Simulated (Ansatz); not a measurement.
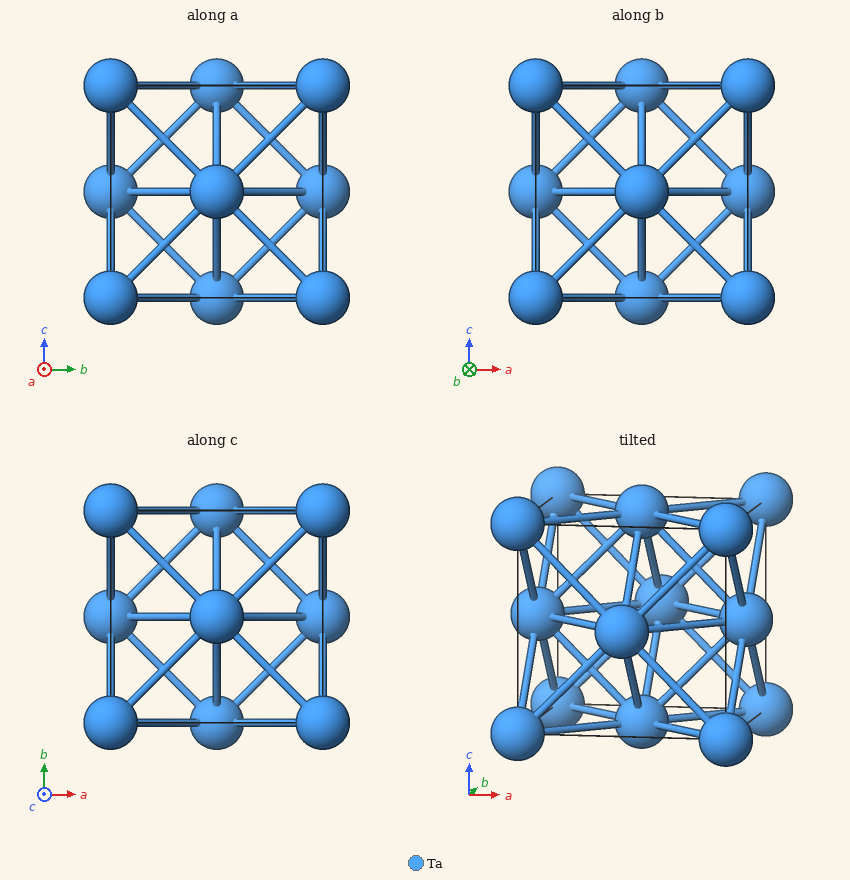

View along the a axis, along the b axis, along the c axis and slightly off an axis, drawn as a ball-and-stick model. The conventional unit cell is outlined; an atom on or near a face, edge or corner is repeated at each equivalent position.

Lattice parameters: a = 4.370 Å, b = 4.370 Å, c = 4.370 Å, α = 90.00°, β = 90.00°, γ = 90.00°.

Transcribe the picture into a table of Wyckoff sites.

Answer. Space group Fm-3m (No. 225).
| atom | site | x | y | z |
| --- | --- | --- | --- | --- |
| Ta | 4a | 0.0000 | 0.0000 | 0.0000 |

Origin of the cell: a structure type filled with this element by a generator (whether the element takes this form wasn't checked). Earlier steps of the study may have refined or changed the cell and positions. A calculation with Ansatz used it as input.

At this level of theory the cell isn't at rest (stretched, at -18 GPa), so its distances can differ from those at equilibrium, the more so the softer the solid.
